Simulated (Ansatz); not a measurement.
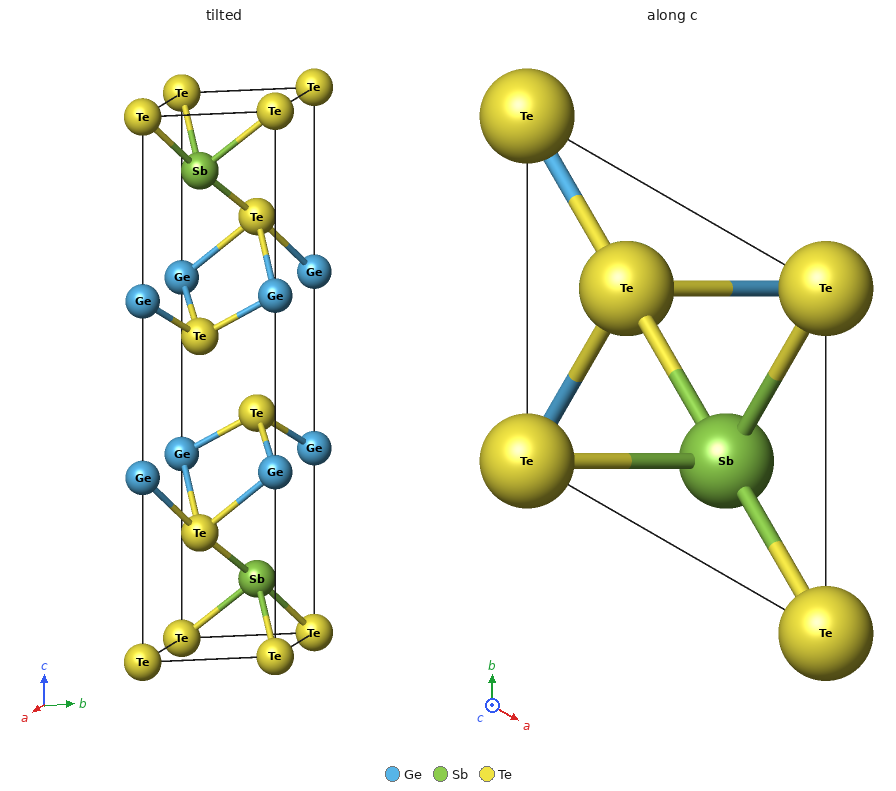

An orthographic ball-and-stick view of the structure, slightly off an axis and along the c axis. The conventional unit cell is outlined; an atom on or near a face, edge or corner is repeated at each equivalent position. Cell: a = 4.20 Å, b = 4.20 Å, c = 17.11 Å, α = 90.00°, β = 90.00°, γ = 120.00°.

The structure was taken from a structure listed in the Materials Project. Earlier steps of the study, as a rule a relaxation of our own, may have changed the cell and positions, so they can lie some per cent off the listed ones. It went into a calculation with Ansatz.

Question: Explain the picture.

Answer: The structure is one of Ge2Sb2Te5. Its lattice is primitive hexagonal, its space group P-3m1 (No. 164). It has 9 atoms to the cell (2 Ge, 2 Sb, 5 Te). The Ge atoms are each bonded to six Te in a distorted octahedral arrangement at about 2.8 to 3.2 Å. The neighbours of Sb are six Te in an octahedral arrangement at about 3.0 to 3.1 Å. Te takes three kinds of site: 1a with six Sb in a distorted octahedral arrangement at about 3.1 Å; 2d with three Ge and three Sb in a distorted octahedral arrangement (about 3.2 Å to Ge, 3.0 Å to Sb); 2d with three Ge in a trigonal pyramidal arrangement at about 2.8 Å. The bonds build Ge2Sb2Te5 layers parallel to (001).

Run with Ansatz 0.2.0, DFT PBEsol, scalar-relativistic, plane waves, PAW and these settings: a kinetic-energy cutoff of 420 eV, k-point mesh 12×12×2, Gaussian smearing of 0.1 eV, no spin polarisation.

Question: Is the electronic structure metallic or gapped?

Answer: A metal: bands cross the Fermi level.

Question: What does a Bader analysis give?

Answer: Ge +0.30 e; Sb +0.48 e; Te -0.42 to -0.27 e.

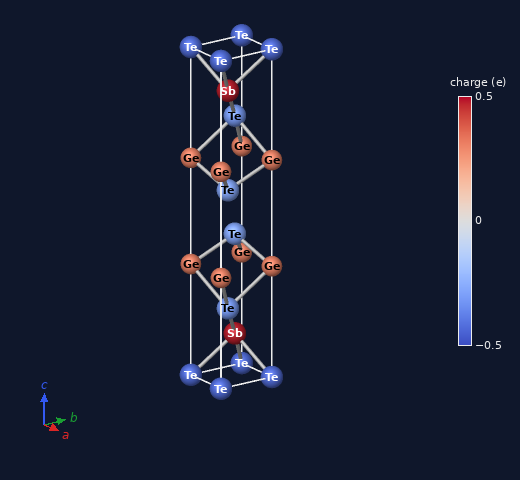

The atoms coloured by those charges. The run's cell of 9 atoms is drawn.

Question: Is this an equilibrium geometry for the method given?

Answer: Yes. All forces vanish to within 0.01 eV/Å. The pressure is 0.0 GPa, close to zero.
